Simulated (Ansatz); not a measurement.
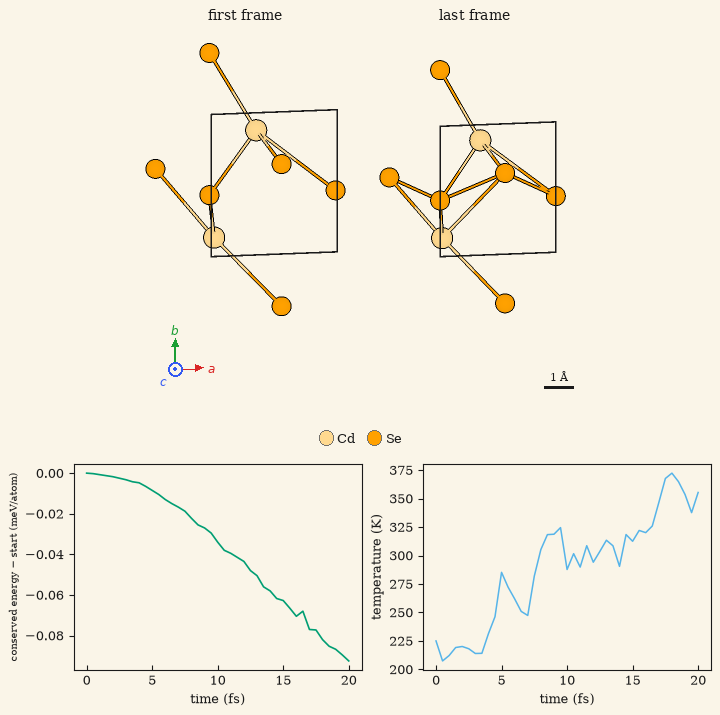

A Born-Oppenheimer molecular dynamics run of an amorphous cell of composition CdSe (4 atoms in the cell), 20 fs long. A ball-and-stick model of the reduced simulation cell, seen along the c axis. Bonds to atoms that aren't drawn are left out. Lengths and directions refer to the drawn axes.

Level of theory: DFT, PAW plane waves, PBE in Ansatz 0.2.0. Set-up: plane-wave cutoff 420 eV; k-point mesh 3 × 3 × 3; Fermi-Dirac smearing 0.05 eV; Langevin thermostat and barostat (NPT); set temperature 300 K; time step 0.5 fs; target pressure 1 GPa.

### Check the integration.

The conserved quantity stays between −0.092 and 0 meV per atom of its start. A straight-line fit has a slope that amounts to −0.1 meV per atom over 20 fs (0.3 % of the mean kinetic energy), and the ripple about it is under 0.1 % of the kinetic energy's fluctuation. With a drift under 2 % and a ripple under 7 %, the integration is accurate. The mean temperature in the second half is 324 K (standard deviation 26 K). The potential energy is still drifting at the end, so the run hasn't reached equilibrium. The pressure hasn't settled at its target of 1.0 GPa. The potential energy in the second half lies on average 131 meV per atom below the first frame. The mean pressure there is −1.7 GPa. The volume ends −22.9 % from the start.

Limits of the set-up: the k-point mesh is coarse for a cell with partly filled bands; the periodic images lie only 4.9 Å apart, so the values are limited by the cell's size.
